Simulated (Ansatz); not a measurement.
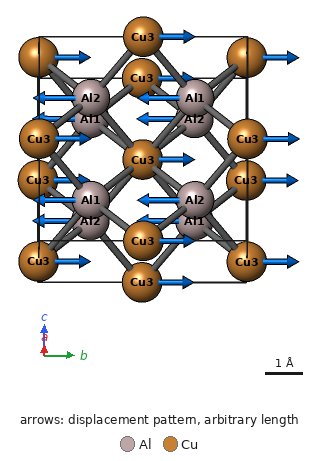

The lowest optical mode of crystalline Al2Cu, space group Fm-3m (No. 225), at the zone centre. Displacements are drawn as blue arrows; their common scale and sign are arbitrary. Style: ball-and-stick. Shown: the conventional cell (4 times the calculation's cell), from a free direction. Lengths and directions refer to the drawn axes.

The calculation used DFT PBE, scalar-relativistic, plane waves, PAW in Ansatz 0.2.0.

The input:
```yaml
crystal:
  lattice:
    - [-2.0452732739, 2.0452732739, 2.8924536688]
    - [2.0452732739, -2.0452732739, 2.8924536688]
    - [2.0452732739, 2.0452732739, -2.8924536688]
  atoms:
    - { symbol: Al, position: [0.75, 0.25, 0.5] }
    - { symbol: Al, position: [0.25, 0.75, 0.5] }
    - { symbol: Cu, position: [0.5, 0.5, 0.0] }
basis:
  ecutwfc: 420
kpoints:
  mp_grid: { grid: [16, 16, 16] }
hamiltonian:
  xc: pbe
scf:
  occupations: { method: fermi_dirac, width: 0.15 }
output:
  eigenvalues: true
phonons:
  method: dfpt
  eigenvectors: true
```

Command:
```bash
ansatz run input.yaml --threads 1 --pin off --max-ram 2560MiB --backend cpu --events-out ev --progress --plain --runs-dir out
```

The frequencies depend somewhat on the k-mesh and the smearing.

Is the structure stable against all modes at this point?

Yes: this softest mode has a real frequency, and so have all others here. That speaks for this wave vector alone: the rest of the zone wasn't checked in this run. This is the T₁u mode (triply degenerate; one member of the set is drawn) at 255 cm⁻¹, the lowest optical level, infrared-active by symmetry. The Al sublattice moves against the Cu sublattice, along b; the kinetic energy is shared as Al 54 %, Cu 46 %. The crystal is a metal, so free carriers screen the infrared response.
